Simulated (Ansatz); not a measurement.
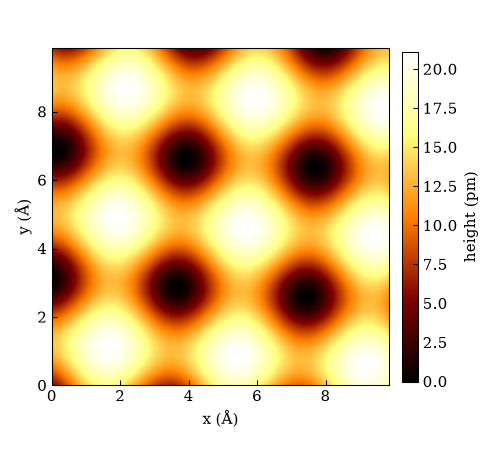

Simulated STM image (constant-current image at a set point of 2.3 × 10⁻⁴ e/Å³, sample bias +0.50 V).

Images follow the Tersoff–Hamann model: the current is the local density of the sample's states between the Fermi level and the bias, at the tip's centre. Bias windows are sharp sums over the levels of the k mesh.

Question: Read the surface lattice from the image: type, spacings and angle.

Answer: The pattern repeats on a square lattice with shortest vectors of 3.8 Å at 90°, a cell of 14.4 Å².

The surface:

CoSi2(100) (Fm-3m bulk, 10 atomic planes (those closer than 0.6 Å count as one), 12 Å, Co-terminated). The brightest spots lie over the top Co atoms; the darkest points are over the sites above the Co atoms 2.6 Å below the top plane.

The calculation used DFT PBE, scalar-relativistic, plane waves, PAW (Ansatz). Cutoff 420 eV, 13 × 13 k-points, Gaussian smearing 0.1 eV, dipole correction. The slab is a cut without reconstruction beyond its cell, at the source's lattice constants, with its lower half held fixed and the rest relaxed. No spin polarisation (the relaxation was started with spin and lost its moment; a magnetic state may still lie lower). The run couldn't confirm all of its levels under its output density. The run warns that the functional's potential is rough in the thin density of the vacuum, where the tip is; weak contrasts and barriers may feel it.
